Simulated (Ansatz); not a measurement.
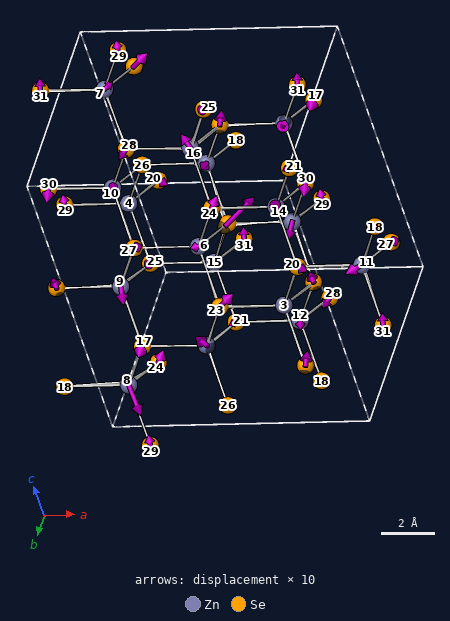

This is a relaxation of a crystal of ZnSe (set up in P1). The starting structure is drawn faded, the final one solid; purple arrows show the displacements, magnified 10 times.

Style: ball-and-stick. Shown: the cell of the calculation (origin shifted), from a free direction.

Computed with DFT PBE, scalar-relativistic, plane waves, PAW (Ansatz 0.2.0).

The input:
```yaml
crystal:
  lattice:
    - [-5.7317611755, 5.7317611755, -5.7317611755]
    - [-5.7317611755, -5.7317611755, 5.7317611755]
    - [5.7317611755, 5.7317611755, 5.7317611755]
  atoms:
    - { symbol: Zn, position: [0.7472517949, 0.7388122341, 0.495936227] }
    - { symbol: Zn, position: [0.5001337312, -0.0057012246, 0.4990289182] }
    - { symbol: Zn, position: [0.497365237, 0.749330426, 0.7457148513] }
    - { symbol: Zn, position: [0.2482928993, 0.2519770529, 0.4997165045] }
    - { symbol: Zn, position: [0.2502332435, -0.0066331962, 0.7407792461] }
    - { symbol: Zn, position: [0.2546269649, 0.7521831444, 0.0016841607] }
    - { symbol: Zn, position: [-0.0065581958, 0.4985343503, 0.4946529779] }
    - { symbol: Zn, position: [-0.0029842212, 0.2465222492, 0.7620839074] }
    - { symbol: Zn, position: [0.000613371, -0.0001923634, 0.0080790601] }
    - { symbol: Zn, position: [-0.0044880297, 0.7445769252, 0.2436707682] }
    - { symbol: Zn, position: [0.7604368569, 0.5049349758, 0.7566070613] }
    - { symbol: Zn, position: [0.7503097357, 0.25017983, 0.0039605082] }
    - { symbol: Zn, position: [0.7543245489, -0.0012256145, 0.2579318258] }
    - { symbol: Zn, position: [0.5019003173, 0.5058136665, 0.0003356768] }
    - { symbol: Zn, position: [0.4959335525, 0.2469310318, 0.2437741536] }
    - { symbol: Zn, position: [0.2509770518, 0.4993851482, 0.241536934] }
    - { symbol: Se, position: [0.0049209698, 0.0051067801, 0.7578114481] }
    - { symbol: Se, position: [0.7495279637, 0.2480084869, 0.7511046079] }
    - { symbol: Se, position: [0.7474020991, -0.0042277481, -0.0085602741] }
    - { symbol: Se, position: [0.4954513035, 0.4994771903, 0.7511696844] }
    - { symbol: Se, position: [0.5014231538, 0.2475621564, -0.0012407773] }
    - { symbol: Se, position: [0.4801008465, -0.0083555535, 0.2318289764] }
    - { symbol: Se, position: [0.2431171481, 0.755136302, 0.7464120427] }
    - { symbol: Se, position: [0.2456668397, 0.5024216595, -0.0055083668] }
    - { symbol: Se, position: [0.249359268, 0.2441424481, 0.2464661999] }
    - { symbol: Se, position: [0.2458891615, -0.0042523936, 0.4959316767] }
    - { symbol: Se, position: [-0.0070988082, 0.7444819666, -0.0055547535] }
    - { symbol: Se, position: [0.0031497863, 0.4974098488, 0.2526497213] }
    - { symbol: Se, position: [-0.0010968471, 0.2514684785, 0.4953200968] }
    - { symbol: Se, position: [0.7528375703, 0.7516855203, 0.2569537832] }
    - { symbol: Se, position: [0.7466393198, 0.4984317353, 0.4921732305] }
    - { symbol: Se, position: [0.4944209611, 0.7463799382, 0.4897810559] }
basis:
  ecutwfc: 420
  xc_grid: 2
kpoints:
  mp_grid: { grid: [2, 2, 2], shift: [0.5, 0.5, 0.5] }
hamiltonian:
  xc: pbe
scf:
  occupations: { method: gaussian, width: 0.02 }
output:
  forces: true
  stress: false
  eigenvalues: true
relax:
  adjacent_minimum: "off"
  f_tol: 0.03
  max_steps: 25
```

Launched with:
```bash
ansatz run input.yaml --threads 8 --pin off --max-ram 16384MiB --backend cpu --events-out ev --progress --plain --runs-dir out
```

> What happened in the run?

The largest move is that of Se22, 0.17 Å roughly along [3 1 3]. Largest moves by element: Se 0.17 Å, Zn 0.14 Å. The cell stays as it was. Some distances before and after: Zn8–Se29 2.671 → 2.483 Å, Zn6–Se22 2.303 → 2.479 Å, Zn13–Se22 2.622 → 2.483 Å, Zn13–Se19 2.613 → 2.482 Å. Bond angles that change, for instance: Zn2–Se22–Zn13 101.0° → 109.5°, Zn6–Se22–Zn15 115.2° → 109.3°, Se19–Zn13–Se22 103.7° → 109.3°. The space group stays P1 (No. 1). After 2 accepted moves (3 points after the start) the energy has fallen by 0.611 eV per cell of the calculation. The largest force component goes from 1.5 to 0.01 eV/Å. 1 step only repeated the SCF at the same geometry. Cost: 95 s on 8 threads of Arm Neoverse V1, on a shared host, peak memory 3.9 GiB.
